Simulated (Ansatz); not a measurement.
# TaN: one change and its effect

System: TaN (2 atoms in the cell).
Method of run 1: Kohn-Sham DFT of a periodic cell, PBE, Ansatz PAW, no spin polarisation (Ansatz 0.2.0).

The structure derives from a Materials Project entry. Text and figures count atoms from 1; the logs count them from 0 in places.

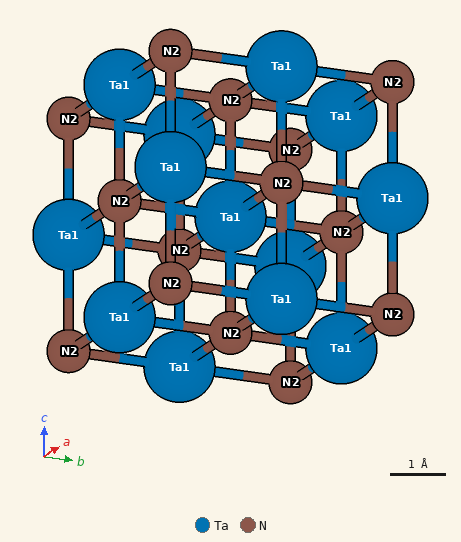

Figure 1. The structure as given in the input (ball-and-stick view of the cell 4 times as large as that of the calculation, set on its symmetry axes, seen at an oblique angle; atoms are numbered from 1 in the order of the input).

Input file, run 1:
```yaml
crystal:
  lattice:
    - [0.0, 2.22596795, 2.22596795]
    - [2.22596795, 0.0, 2.22596795]
    - [2.22596795, 2.22596795, 0.0]
  atoms:
    - { symbol: Ta, position: [0.5, 0.5, 0.5] }
    - { symbol: "N", position: [0.0, 0.0, 0.0] }
hamiltonian:
  xc: pbe
  pseudopotentials: { kind: paw }
kpoints:
  mp_grid: { grid: [10, 10, 10] }
scf:
  occupations: { method: fermi_dirac, width: 0.05 }
output:
  forces: true
  stress: true
  eigenvalues: true
```

Command:
```bash
ansatz run input.yaml --threads 2 --pin off --max-ram 5632MiB --backend cpu --events-out ev --progress --plain --runs-dir out
```

Hardware: 2 threads of Arm Neoverse V1, 112 GiB of memory available, shared host.

Output, shortened to warnings, some set-up lines, iterations and results (run 1):
```
Basis set: ecut = 420 eV, 411 PW (Γ), exchange–correlation on 48×48×48 points (8 copies of the dense FFT grid, shifted against one another)
Symmetry: 48 space group operations
k-points: 47 of 1000
Initial density: superposition of atomic densities (neutral atoms: chi_scale 0, normalization atom), corrected by the library's trained network
[...]
SCF iter   1: F=—  HF=-10317.920918 eV  |F-HF|=—  |Δ(HF+E_count)|=         —  Δρ=1.75e-3  dr2=3.01e-4  ethr=1.77e-3  ⟨swp⟩=6.0  Hψ=7240  notcnv=0  defer=7
SCF iter   2: F=—  HF=-10317.920552 eV  |F-HF|=—  |Δ(HF+E_count)|=   3.66e-4  Δρ=1.00e-3  dr2=1.04e-4  ethr=1.67e-6  ⟨swp⟩=2.3  Hψ=1512  notcnv=0  defer=14
SCF iter   3: F=—  HF=-10317.920644 eV  |F-HF|=—  |Δ(HF+E_count)|=   9.15e-5  Δρ=1.78e-4  dr2=3.37e-6  ethr=5.80e-7  ⟨swp⟩=2.2  Hψ=897  notcnv=0  defer=14
SCF iter   4: F=—  HF=-10317.920642 eV  |F-HF|=—  |Δ(HF+E_count)|=   1.33e-6  Δρ=5.78e-5  dr2=3.03e-7  ethr=1.87e-8  ⟨swp⟩=2.5  Hψ=1135  notcnv=0  defer=14
SCF iter   5: F=-10317.920642 eV  HF=-10317.920642 eV  |F-HF|=2.63e-9  |Δ(HF+E_count)|=   6.57e-8  Δρ=7.33e-6  dr2=2.92e-9  ethr=1.68e-9  ⟨swp⟩=2.1  Hψ=920  notcnv=0  defer=14
SCF iter   6: F=-10317.920642 eV  HF=-10317.920642 eV  |F-HF|=3.82e-11  |Δ(HF+E_count)|=   3.59e-9  Δρ=8.79e-7  dr2=5.83e-11  ethr=1.62e-11  ⟨swp⟩=4.4  Hψ=2901  notcnv=0
SCF 1 converged in 6 iterations: F = -10317.920642 eV  dr2 = 5.83e-11
SCF converged after 6 iterations
Free energy (F): -10317.920642 eV
Harris-Foulkes:  -10317.920642 eV  (|F-HF|=3.82e-11)
Internal energy: -10317.914659 eV  (E = F + TS)
E sigma→0 (E₀):  -10317.917651 eV
Entropy (-TS):   -0.005983 eV (-2.992 meV/atom)
Fermi energy:    20.886427 eV
--- Per-component energies (eV) ---
  E_band       = -58.023327
  E_kinetic    = 498.630222
  E_local      = -607.980065  (includes V_loc(G=0)·N_el)
  E_nonlocal   = 59.479956
  E_hartree    = 202.911351
  E_xc         = -279.433609
  E_vxc        = -281.726294  (∫ρ·V_xc dr)
  E_paw        = -8523.946488  (= ΣΔE_a)
  E_vpaw       = -132.249961  (= ΣTr[D̂ρ^β])
  E_aug_tail   = 0.000218  (compensation charges beyond the density's cutoff)
  E_ewald      = -1667.576244
  E_smearing   = -0.005983  (= −TS)
  E_closure    = 0.000000  (closes the sum)
  Σ components = -10317.920642   (vs F -10317.920642, Δ=0.00e0)
--- Forces (eV/Å), atoms counted from 1 ---
  atom   1  Ta     0.00000000    -0.00000000    -0.00000000
  atom   2  N     -0.00000000     0.00000000    -0.00000000
  max |Σ_I F_I| component: 2.80e-29 eV/Å
--- Stress (GPa, compression-positive) ---
       -7.472818      -0.000000      -0.000000
       -0.000000      -7.472818       0.000000
        0.000000       0.000000      -7.472818
  P = ⅓ Tr σ = -7.4728 GPa (-74.728 kbar)
```

For run 2 the input was changed thus:
```diff
-  xc: pbe
+  xc: r2scan
```

What does this change do to the results?

The total energies belong to different methods, so their difference says nothing on which is more stable or more accurate. The pressure goes from −7.47 to −12.31 GPa. The functional changes from PBE to r2SCAN. The SCF takes 8 iterations against 6. The default cutoff goes from 420 to 500 eV with the change. The plane waves at Γ go from 411 to 537.

Output, shortened to warnings, some set-up lines, iterations and results (run 2):
```
Basis set: ecut = 500 eV, 537 PW (Γ), exchange–correlation on 96×96×96 points (64 copies of the dense FFT grid, shifted against one another)
Symmetry: 48 space group operations
k-points: 47 of 1000
Initial density: superposition of atomic densities (neutral atoms: chi_scale 0, normalization atom), corrected by the library's trained network
[...]
SCF iter   1: F=—  HF=-10330.972445 eV  |F-HF|=—  |Δ(HF+E_count)|=         —  Δρ=7.59e-3  dr2=5.84e-3  dr2_τ=1.20e-1  ethr=1.77e-3  ⟨swp⟩=6.0  Hψ=7633  notcnv=0  defer=11
SCF iter   2: F=—  HF=-10331.036318 eV  |F-HF|=—  |Δ(HF+E_count)|=   6.39e-2  Δρ=5.11e-3  dr2=2.03e-3  dr2_τ=2.96e-4  ethr=3.25e-5  ⟨swp⟩=2.0  Hψ=1821  notcnv=0  defer=97
SCF iter   3: F=—  HF=-10331.037417 eV  |F-HF|=—  |Δ(HF+E_count)|=   1.10e-3  Δρ=8.07e-4  dr2=1.25e-4  dr2_τ=8.03e-5  ethr=1.13e-5  ⟨swp⟩=2.9  Hψ=1256  notcnv=0  defer=97
SCF iter   4: F=—  HF=-10331.037395 eV  |F-HF|=—  |Δ(HF+E_count)|=   2.17e-5  Δρ=4.46e-4  dr2=5.08e-5  dr2_τ=2.92e-6  ethr=6.96e-7  ⟨swp⟩=2.1  Hψ=1069  notcnv=0  defer=97
SCF iter   5: F=—  HF=-10331.037401 eV  |F-HF|=—  |Δ(HF+E_count)|=   5.39e-6  Δρ=5.08e-4  dr2=6.55e-5  dr2_τ=5.59e-6  ethr=2.82e-7  ⟨swp⟩=2.0  Hψ=944  notcnv=0  defer=97
SCF iter   6: F=—  HF=-10331.037390 eV  |F-HF|=—  |Δ(HF+E_count)|=   1.09e-5  Δρ=1.81e-4  dr2=8.40e-6  dr2_τ=1.03e-7  ethr=2.82e-7  ⟨swp⟩=1.8  Hψ=849  notcnv=0  defer=97
SCF iter   7: F=—  HF=-10331.037388 eV  |F-HF|=—  |Δ(HF+E_count)|=   1.57e-6  Δρ=3.60e-5  dr2=3.32e-7  dr2_τ=4.93e-9  ethr=4.66e-8  ⟨swp⟩=2.0  Hψ=871  notcnv=0  defer=97
SCF iter   8: F=-10331.037388 eV  HF=-10331.037388 eV  |F-HF|=7.09e-11  |Δ(HF+E_count)|=   6.12e-8  Δρ=1.93e-6  dr2=6.07e-10  dr2_τ=2.56e-10  ethr=5.56e-10  ⟨swp⟩=8.3  …
SCF 1 converged in 8 iterations: F = -10331.037388 eV  dr2 = 6.07e-10
SCF converged after 8 iterations
Free energy (F): -10331.037388 eV
Harris-Foulkes:  -10331.037388 eV  (|F-HF|=7.09e-11)
Internal energy: -10331.031569 eV  (E = F + TS)
E sigma→0 (E₀):  -10331.034479 eV
Entropy (-TS):   -0.005819 eV (-2.909 meV/atom)
Fermi energy:    20.946062 eV
--- Per-component energies (eV) ---
  E_band       = -73.797415
  E_kinetic    = 500.254162
  E_local      = -609.036119  (includes V_loc(G=0)·N_el)
  E_nonlocal   = 59.126312
  E_hartree    = 203.800480
  E_xc         = -264.981028
  E_vxc        = -307.552310  (∫ρ·V_xc dr)
  E_paw        = -8551.833361  (= ΣΔE_a)
  E_vpaw       = -140.101936  (= ΣTr[D̂ρ^β])
  E_aug_tail   = 0.000073  (compensation charges beyond the density's cutoff)
  E_vtau       = 15.911284  (kinetic-family band-sum trace: ∫τ·v_τ [+ j·A + Jᵃ·Aᵃ] dr)
  E_ewald      = -1667.576244
  E_core_change = -0.785845  (= ΣΔE_core)
  E_smearing   = -0.005819  (= −TS)
  E_closure    = 0.000000  (closes the sum)
  Σ components = -10331.037388   (vs F -10331.037388, Δ=0.00e0)
--- Forces (eV/Å), atoms counted from 1 ---
  atom   1  Ta     0.00000000    -0.00000000    -0.00000000
  atom   2  N     -0.00000000     0.00000000     0.00000000
  max |Σ_I F_I| component: 2.89e-29 eV/Å
--- Stress (GPa, compression-positive) ---
      -12.314035       0.000000      -0.000000
        0.000000     -12.314035       0.000000
        0.000000       0.000000     -12.314035
  P = ⅓ Tr σ = -12.3140 GPa (-123.140 kbar)
```

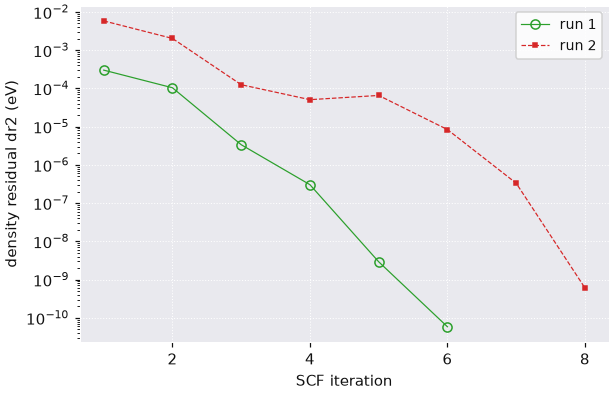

Figure 2. Convergence of the two runs: density residual dr2 against the SCF iteration. Run 1 takes 6 iterations in all, and run 2 takes 8.

The two runs side by side:

| quantity | run 1 | run 2 |
| --- | --- | --- |
| outcome | converged | converged |
| free energy per atom (eV) | −5158.9603 | −5165.5187 |
| energy per atom, smearing taken to zero (eV) | −5158.9588 | −5165.5172 |
| gap on the mesh (eV) | 0.00 | 0.00 |
| pressure (GPa) | −7.47 | −12.31 |
| largest force (eV/Å) | 0.000 | 0.000 |
| SCF iterations | 6 | 8 |
| irreducible k-points | 47 | 47 |
| plane waves at Γ | 411 | 537 |
| wall time (shared host) | 0.89 s | 1.9 s |

For both runs: Spin–orbit coupling is left out, which matters for Ta. For run 1: The cell is under a tension of 7.5 GPa at this level, so it is not at its equilibrium volume. For run 2: The cell is under a tension of 12.3 GPa at this level, so it is not at its equilibrium volume.
